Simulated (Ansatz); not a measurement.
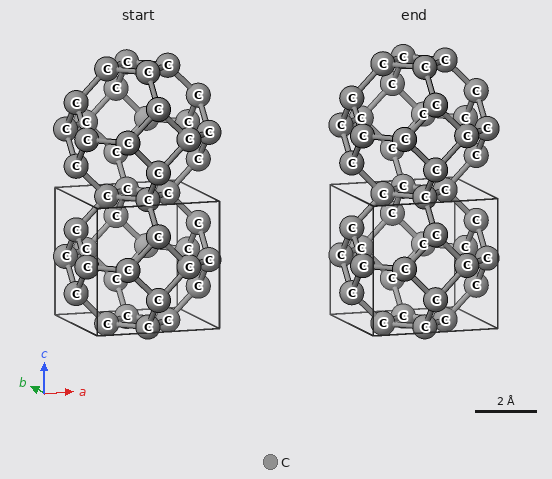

The structure of solid C (a generated structure, set up in Im-3m) (coarse preliminary run) before (left) and after (right) a relaxation, at one scale.

Style: ball-and-stick. Shown: the conventional cell (2 times the calculation's cell), repeated 1 × 1 × 2 with one cell outlined, slightly off an axis. Lengths and directions refer to the drawn axes.

Method: DFT PBE, scalar-relativistic, plane waves, PAW (Ansatz 0.2.0). Set-up: plane-wave cutoff 420 eV; k-point mesh 6 × 6 × 6; occupations gaussian; smearing width 0.1 eV; no spin polarisation; cell and atoms relaxed; force threshold 0.04 eV/Å; at most 70 steps.

Summarise the run.

Answer. The energy falls by 24.6 meV per atom in 4 accepted moves (6 points after the start). All forces vanish by symmetry, so only the cell relaxes. The pressure goes from 21.17 to 0.02 GPa. The SCF was repeated twice at an unchanged geometry on a basis and grid sized afresh for the cell, which shifted the energy by 2.4 meV per atom at most. The atoms keep their places relative to the cell (all moves are under 0.005 Å). The drawn cell changes as follows: a = b = c 4.299 → 4.382 Å (+1.9 %); the volume changes by +5.9 %. Near-neighbour distances that change, for instance: C–C 1.520 → 1.549 Å. The space group stays Im-3m (No. 229).
